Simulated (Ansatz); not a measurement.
Here is a crystal structure:

```yaml
crystal:
  lattice:
    - [3.99565, 0.00000, 0.00000]
    - [-1.99782, 3.46033, 0.00000]
    - [0.00000, 0.00000, 6.60271]
  atoms:
    - { symbol: Ge, position: [0.66442, 0.32496, 0.06298] }
    - { symbol: Ge, position: [0.33946, 0.66442, 0.56298] }
    - { symbol: Ge, position: [0.67280, 0.33109, 0.43702] }
    - { symbol: Ge, position: [0.33109, 0.65829, 0.93702] }
```

### Give a crystallographic description of this input.

The element is germanium. Strictly the space group is P2_1 (No. 4, within 0.01 Å). It is a distorted form of a primitive hexagonal structure, space group P6_3/mmc (No. 194) within 0.25 Å: hexagonal diamond (lonsdaleite type). The cell holds four atoms. Ge is surrounded by four Ge in a tetrahedral arrangement at 2.45 to 2.47 Å. The bonds build a three-dimensional framework.

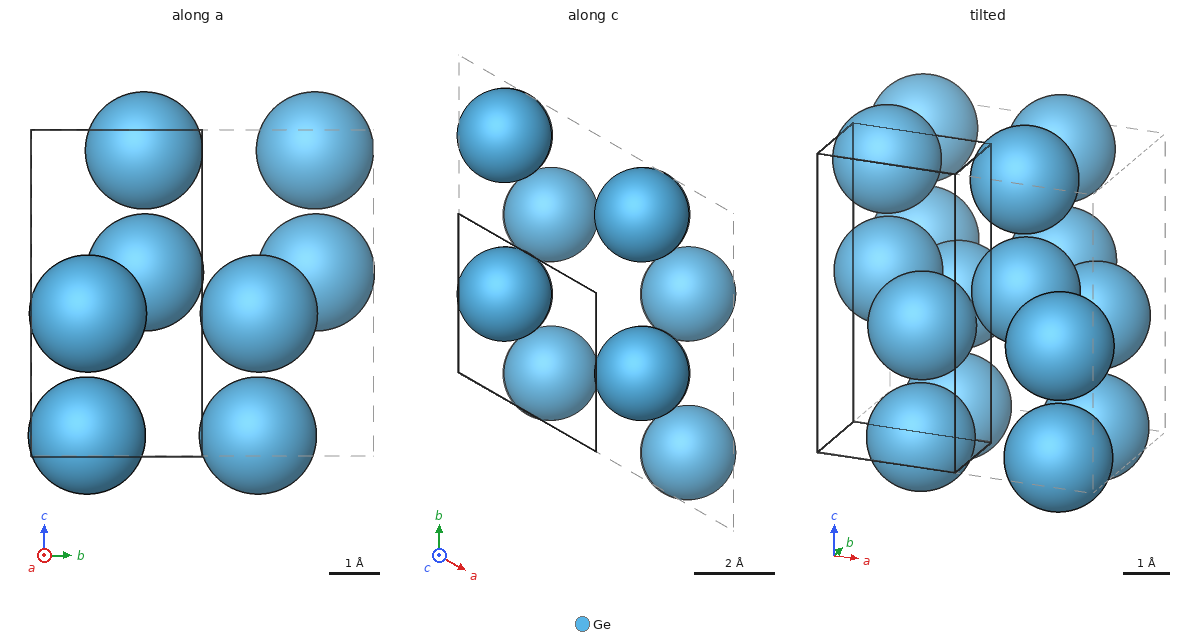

A space-filling rendering, viewed along the a axis, along the c axis and slightly off an axis. A block of 2×2×1 cells is shown, with one unit cell in solid outline.

The structure was taken from a structure listed in the Materials Project. The cell was then strained or its atoms displaced on purpose. It went into a calculation with Ansatz.
